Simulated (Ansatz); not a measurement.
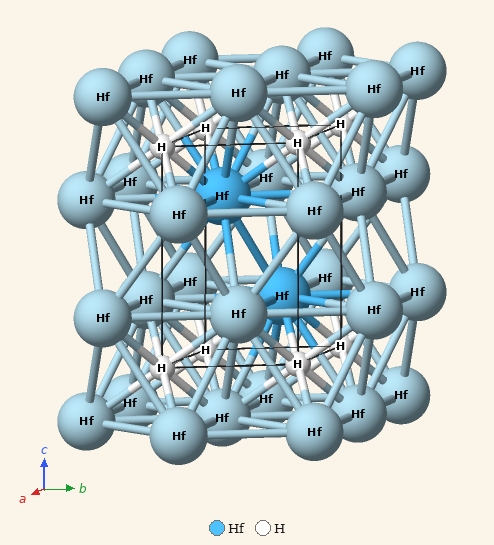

The image is a ball-and-stick drawing of a crystal, viewed slightly off an axis. Thin lines show the conventional unit cell, with boundary atoms drawn in all their periodic places. Atoms of adjacent cells appear where they bond to atoms in the box, in fainter colours. Cell: a = 3.22 Å, b = 3.22 Å, c = 5.19 Å, α = 90.00°, β = 90.00°, γ = 120.00°.

The initial geometry was a structure type filled with these elements by a generator (whether the compound takes this form wasn't checked). Earlier steps of the study may have refined or changed the cell and positions. It was run through Ansatz as a DFT input.

Explain the picture.

Answer. The stoichiometry is Hf2H. It is primitive hexagonal, space group P-3m1 (No. 164). Counting shared atoms by their share gives 2 Hf, 1 H, or 3 atoms. From the bonds in the picture, the coordination numbers come out as Hf 15 and H 6.

Setup: DFT PBE, scalar-relativistic, plane waves, PAW (Ansatz 0.2.0); wavefunction cutoff 420 eV, k-point mesh 18×18×10, Gaussian smearing of 0.1 eV, no spin polarisation.

Is the electronic structure metallic or gapped?

Answer. A metal: bands cross the Fermi level.

Predict the Bader charges.

Answer. Hf +0.36 e; H -0.72 e.

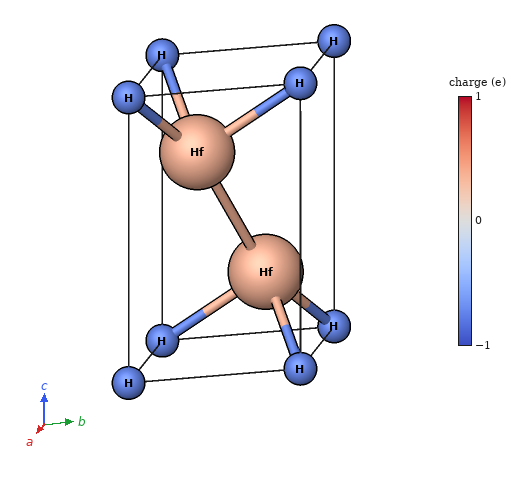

The atoms coloured by those charges. The run's cell of 3 atoms is drawn.

Is this the optimised geometry for these settings?

Answer. Yes. All forces vanish to within 0.01 eV/Å. The pressure is 0.0 GPa, close to zero.
